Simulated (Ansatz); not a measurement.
Consider GaAs.

```yaml
crystal:
  lattice:
    - [5.49753, 0.00000, 0.00000]
    - [0.00000, 5.49753, 0.00000]
    - [0.00000, 0.00000, 5.49753]
  atoms:
    - { symbol: Ga, position: [0.00000, 0.00000, 0.00000] }
    - { symbol: Ga, position: [0.50000, 0.50000, 0.00000] }
    - { symbol: Ga, position: [0.50000, 0.00000, 0.50000] }
    - { symbol: Ga, position: [0.00000, 0.50000, 0.50000] }
    - { symbol: As, position: [0.50000, 0.00000, 0.00000] }
    - { symbol: As, position: [0.00000, 0.50000, 0.00000] }
    - { symbol: As, position: [0.00000, 0.00000, 0.50000] }
    - { symbol: As, position: [0.50000, 0.50000, 0.50000] }
```

Space group Fm-3m; a generated structure, not necessarily the stable one; computed pressure about −4 GPa in this cell.

The calculation used Kohn-Sham DFT of a periodic cell, PBE, Ansatz PAW in Ansatz.

Q: What can the converged valence pseudo-density and electron localisation function tell about the bonding?

A: Ga–As (2.75 Å): ρ at the midpoint is about 0.28 e/Å³; the ELF is about 0.60 at the midpoint.

Q: Metal or insulator at this level of theory?

A: It is metallic or semimetallic at this level of theory: no gap opens.

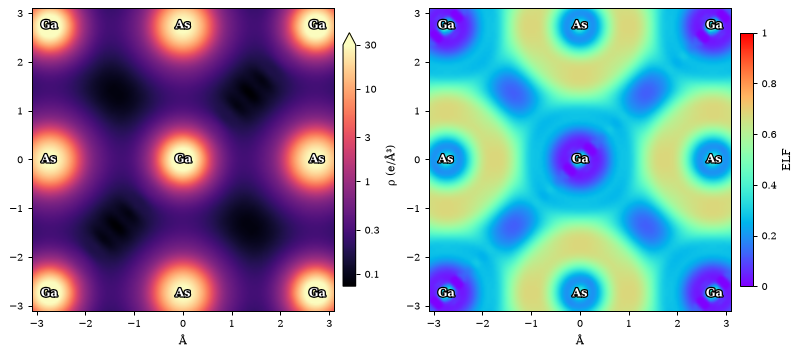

Computed valence pseudo-density and electron localisation function on the (010) plane of the conventional cell, in this order. 

The density is the valence pseudo-density of a PAW calculation; it isn't the true density close to the nuclei.
